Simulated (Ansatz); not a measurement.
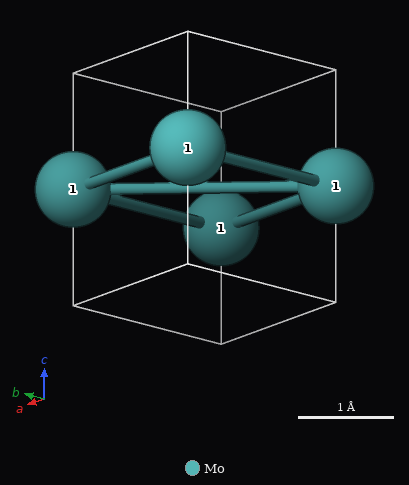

Fig. 1: The structure as given in the input (ball-and-stick view of the cell of the calculation, seen at an oblique angle; atoms are numbered from 1 in the order of the input). An atom can appear more than once, as a periodic image. Near neighbours in the periodic cell (some may lie outside the picture): Mo has 8 Mo at 2.49 to 2.77 Å.

**Single-point calculation, with input and output: Mo**

Mo (P6/mmm, 1 atom in the cell), computed with DFT r2SCAN, scalar-relativistic, plane waves, PAW, no spin polarisation (Ansatz 0.2.0).

The structure derives from a Materials Project entry. It belongs to a series of runs on one base structure; here: ratio of the length along z to the lengths across it x 0.96, volume and fractional coordinates fixed. Figures and captions count atoms from 1; the log counts them from 0 in places.

The input
```yaml
crystal:
  lattice:
    - [2.7729877995, 0.0, 0.0]
    - [-1.3864938997, 2.4014778787, 0.0]
    - [0.0, 0.0, 2.4865800244]
  atoms:
    - { symbol: Mo, position: [0.0, 0.0, 0.5] }
basis:
  ecutwfc: 500
kpoints:
  mp_grid: { grid: [24, 24, 20] }
hamiltonian:
  xc: r2scan
scf:
  occupations: { method: gaussian, width: 0.15 }
output:
  forces: true
  stress: true
  eigenvalues: true
  write_density: true
  write_potential: true
  elf: true
  volumetric_format: npy
```

Launched with:
```bash
ansatz run input.yaml --threads 1 --pin off --max-ram 2560MiB --backend cpu --events-out ev --progress --plain --runs-dir out
```

What the program printed
```
Engine: ansatz 0.2.0, x86_64-unknown-linux-gnu
Pseudopotentials: kind: paw
Pseudopotential: Mo, paw, valence charge 14, recommended cutoff 500 eV (meta_gga), Mo.paw.azcp
Functional definition: r2SCAN
  parameter k0 = 0.174
  parameter k1 = 0.065
  parameter a1 = 4.9479
  exchange = r2scan_x(k0 = k0, k1 = k1, a1 = a1)
  correlation = r2scan_c
Crystal: 1 atoms, lattice volume = 16.559 Å³
Basis set: ecut = 500 eV, 417 PW (Γ), exchange–correlation on 96×96×80 points (64 copies of the dense FFT grid, shifted against one another)
Bands: 11, of which v1, the nominal top of the filled ones, is band 7 counted from 1 (6 counted from 0)
Symmetry: 24 space group operations
Space group: P6/mmm (ITA 191), of the structure as read, at distance tolerance 2.5e-5 Å
k-points: 671 of 11520
Non-local potential: Mo, projectors of the file, l = 0: 3, l = 1: 2, l = 2: 2, l = 3: 1
PAW form: soft (Blöchl's): semilocal exchange-correlation on the pseudo side does not see the compensation charge
PAW frozen core: Mo, regenerated for the run's functional (the file was generated under x = pbe(κ = 0.804, μ = 0.2195149727645171), c = pbe(β = 0.06672455060314922))
PAW one-centre angular grid: Mo, 590 points (default); XC on 160 Gauss nodes
Initial density: superposition of atomic densities (neutral atoms: chi_scale 0, normalization atom), corrected by the library's trained network
Initial wavefunctions: pseudopotential atomic-orbital guess
Functional: x = r2scan, c = r2scan; τ floored in thin density (d = 2e-4 eV/Å³)
SCF iter   1: F=—  HF=-4966.665250 eV  |F-HF|=—  |Δ(HF+E_count)|=         —  Δρ=1.22e-2  dr2=1.67e-2  dr2_τ=1.38e-2  ethr=1.77e-3  ⟨swp⟩=5.0  Hψ=45035  notcnv=0
preconditioner: auto → none  [metal: Δε(μ)=0.008 eV  Ē_g=8.100 eV  σ=0.150 eV  W_gap=0.03  n_scr=8 (ndim 8)  ℏωp=22.4 eV  f_vac=0.000  D(μ)=0.95/eV (n_scr^D=8)  sad-step TF]
SCF iter   2: F=—  HF=-4966.663332 eV  |F-HF|=—  |Δ(HF+E_count)|=   1.92e-3  Δρ=6.13e-3  dr2=4.02e-3  dr2_τ=1.72e-4  ethr=1.19e-4  ⟨swp⟩=1.3  Hψ=13352  notcnv=0
SCF iter   3: F=—  HF=-4966.662643 eV  |F-HF|=—  |Δ(HF+E_count)|=   6.89e-4  Δρ=4.82e-4  dr2=1.70e-5  dr2_τ=1.66e-6  ethr=2.87e-5  ⟨swp⟩=2.9  Hψ=11876  notcnv=0
SCF iter   4: F=—  HF=-4966.662668 eV  |F-HF|=—  |Δ(HF+E_count)|=   2.45e-5  Δρ=1.40e-4  dr2=2.73e-6  dr2_τ=8.17e-7  ethr=1.21e-7  ⟨swp⟩=2.0  Hψ=12161  notcnv=0
SCF iter   5: F=—  HF=-4966.662667 eV  |F-HF|=—  |Δ(HF+E_count)|=   7.28e-7  Δρ=3.59e-5  dr2=1.15e-7  dr2_τ=1.58e-8  ethr=1.95e-8  ⟨swp⟩=2.1  Hψ=10696  notcnv=0
SCF iter   6: F=-4966.662667 eV  HF=-4966.662667 eV  |F-HF|=2.04e-8  |Δ(HF+E_count)|=   4.54e-8  Δρ=1.81e-5  dr2=1.79e-8  dr2_τ=2.97e-9  ethr=7.14e-10  ⟨swp⟩=7.9  Hψ=44366  notcnv=0
SCF 1 converged in 6 iterations: F = -4966.662667 eV  dr2 = 1.79e-8
  greatest PAW one-centre occupation: 0.997 electrons in one spin orbital (limit 2), on the Mo atom at site 0 (counted from 0), in its partial waves of l = 0
SCF converged after 6 iterations
Free energy (F): -4966.662667 eV
Harris-Foulkes:  -4966.662667 eV  (|F-HF|=2.04e-8)
Internal energy: -4966.651992 eV  (E = F + TS)
E sigma→0 (E₀):  -4966.657329 eV
Entropy (-TS):   -0.010675 eV (-10.675 meV/atom)
Fermi energy:    19.532947 eV
--- Per-component energies (eV) ---
  E_band       = -84.650120
  E_kinetic    = 441.054804
  E_local      = -859.495430  (includes V_loc(G=0)·N_el)
  E_nonlocal   = 144.320111
  E_hartree    = 286.849298
  E_xc         = -178.031699
  E_vxc        = -255.765657  (∫ρ·V_xc dr)
  E_paw        = -3217.923791  (= ΣΔE_a)
  E_vpaw       = -145.545777  (= ΣTr[D̂ρ^β])
  E_aug_tail   = 0.000003  (compensation charges beyond the density's cutoff)
  E_vtau       = 17.084633  (kinetic-family band-sum trace: ∫τ·v_τ [+ j·A + Jᵃ·Aᵃ] dr)
  E_ewald      = -1583.204083
  E_core_change = -0.221204  (= ΣΔE_core)
  E_smearing   = -0.010675  (= −TS)
  E_closure    = 0.000000  (closes the sum)
  Σ components = -4966.662667   (vs F -4966.662667, Δ=0.00e0)
--- Forces (eV/Å), atoms counted from 1 ---
  atom   1  Mo    -0.00000000     0.00000000     0.00000000
  max |Σ_I F_I| component: 1.64e-32 eV/Å
--- Stress (GPa, compression-positive) ---
       -1.949820       0.000000       0.000000
        0.000000      -1.949820       0.000000
        0.000000       0.000000       3.877711
  P = ⅓ Tr σ = -0.0073 GPa (-0.073 kbar)
--- Band table (eV; the first three rows and the last of 671) ---
  k-point 0: bands = ["-43.4623", "-16.0172", "-16.0172", "-15.6674", "12.4291", "14.8193", "18.5816", "18.5816", "24.1000", "24.1000", "32.6876"]
  k-point 1: bands = ["-43.4542", "-16.0119", "-16.0119", "-15.7278", "12.5129", "14.9420", "18.6041", "18.6041", "23.9627", "23.9627", "32.7434"]
  k-point 2: bands = ["-43.4305", "-15.9966", "-15.9966", "-15.9014", "12.7480", "15.3113", "18.6703", "18.6703", "23.5825", "23.5825", "32.9099"]
  k-point 670: bands = ["-42.8941", "-17.6153", "-16.6451", "-16.6451", "15.4939", "15.4939", "19.5941", "19.5941", "25.1541", "31.3707", "34.7769"]
```

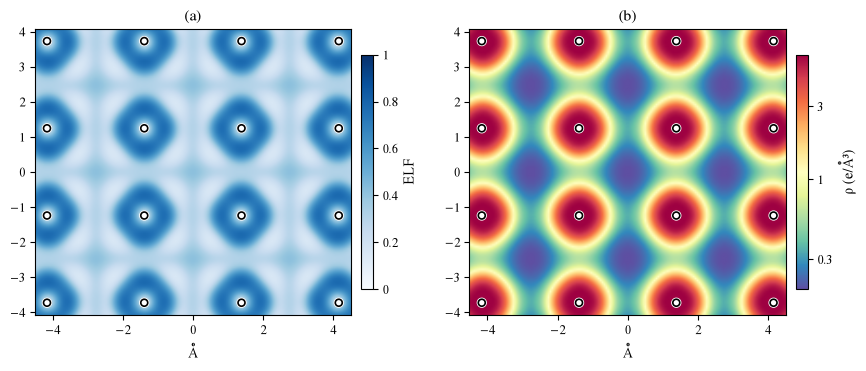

Fig. 2: (a) ELF; (b) valence electron density on the (010) plane of the conventional cell. Circles mark the nuclei in the plane (Mo). Mo–Mo (2.49 Å): ρ at the midpoint is about 0.59 e/Å³; the ELF is about 0.30 at the midpoint (no localised pair between them). Mo–Mo (2.77 Å): ρ at the midpoint is about 0.35 e/Å³; the ELF is about 0.30 at the midpoint (no shared electron pair). Away from the nuclei the density in this plane falls to 0.19 e/Å³ at its lowest. The strong features right at Mo lie inside the PAW spheres (semicore, d or f shells) and say nothing about bonding. Core electrons are frozen (PAW), so the fields are smoothed inside the atomic spheres.

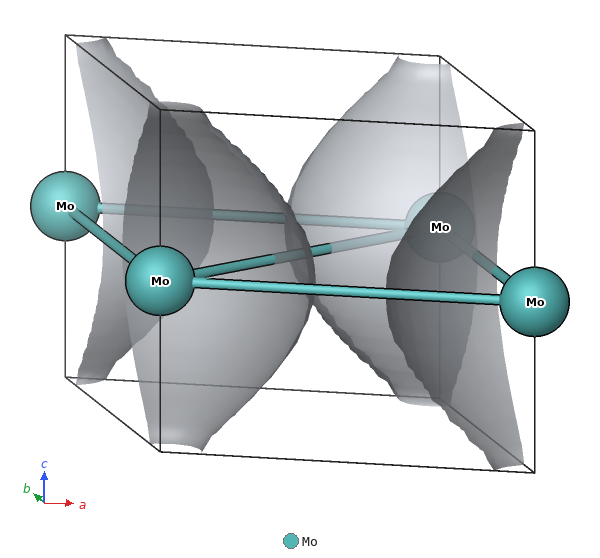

Fig. 3: Isosurface of the valence charge density (pseudo) at 0.5 e/Å³ (grey), seen slightly off an axis. Sticks mark near contacts. The outline is the cell set on symmetry axes. At this value the density is joined into chains; it holds about 75 % of the electrons treated as valence (semicore included). It is pinched off along the Mo–Mo (2.77 Å) contacts. On the grid the lowest density along these lines, outside the cores, is 0.59 e/Å³ (Mo–Mo, 2.49 Å) and 0.35 e/Å³ (Mo–Mo, 2.77 Å).

Results in brief

```tsv
quantity	value
outcome	converged
space group (tolerance 0.01 Å)	P6/mmm (191)
electrons treated	14
free energy	−4966.6627 eV
Fermi energy	19.533 eV
gap on the k-point mesh	none (metallic)
pressure	−0.01 GPa
largest force (length of the vector)	under 0.001 eV/Å
hardware	1 thread of Intel Xeon @ 2.50GHz (Skylake/Cascade Lake), 189 GiB of memory available, shared host
wall time	39 s
peak memory	0.48 GiB
```
